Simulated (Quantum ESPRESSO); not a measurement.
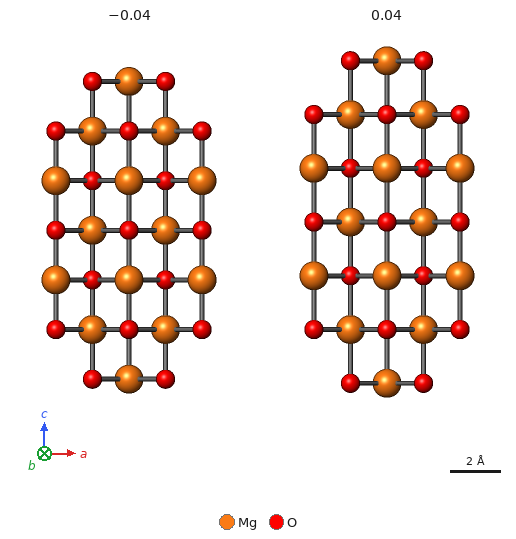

A crystal of MgO (set up in I4/mmm), held at several strains, with the atoms relaxed (per unit of the tabulated number the cell is strained by 1.0 along c). The picture shows the first and the last member. The picture is a ball-and-stick view of the conventional cell (2 times the calculation's cell), repeated 1 × 1 × 2 with one cell outlined, seen along the b axis. Lengths and directions refer to the drawn axes.

Computed with Quantum ESPRESSO 7.5: PBE, SSSP 1.3 efficiency PBE. Settings: plane-wave cutoff 748.3 eV; k-point mesh 11 × 11 × 11; occupations fermi-dirac; smearing width 0.05 eV; no spin polarisation.

| strain | energy (meV/atom) |
| --- | --- |
| −0.04 | 33.17 |
| −0.02 | 11.69 |
| −0.01 | 4.76 |
| 0 | 0.00 |
| 0.01 | −2.83 |
| 0.02 | ? |
| 0.04 | −1.91 |

Q: Fill in the missing row.

A: A parabola through three neighbouring rows (0, 0.01, 0.04) gives, with Lagrange weights, (−0.5000)(0.00) + (1.3333)(−2.83) + (0.1667)(−1.91) = −4.09 meV/atom. The calculation gives −3.97 meV/atom. The estimate is 0.12 meV/atom too low. The lowest tabulated energy lies at 0.02, so the unstrained cell isn't a minimum along this strain at this level. From the first member to the last: Mg–O 2.013 → 2.181 Å.

The whole series:

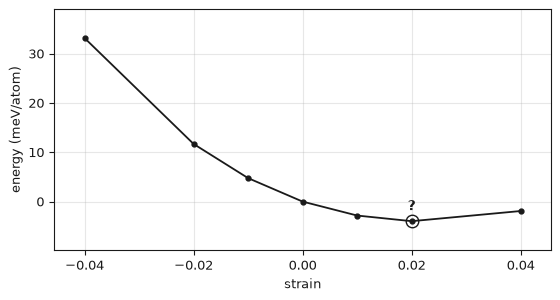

Each member starts from this one structure; whether another phase lies lower wasn't checked.
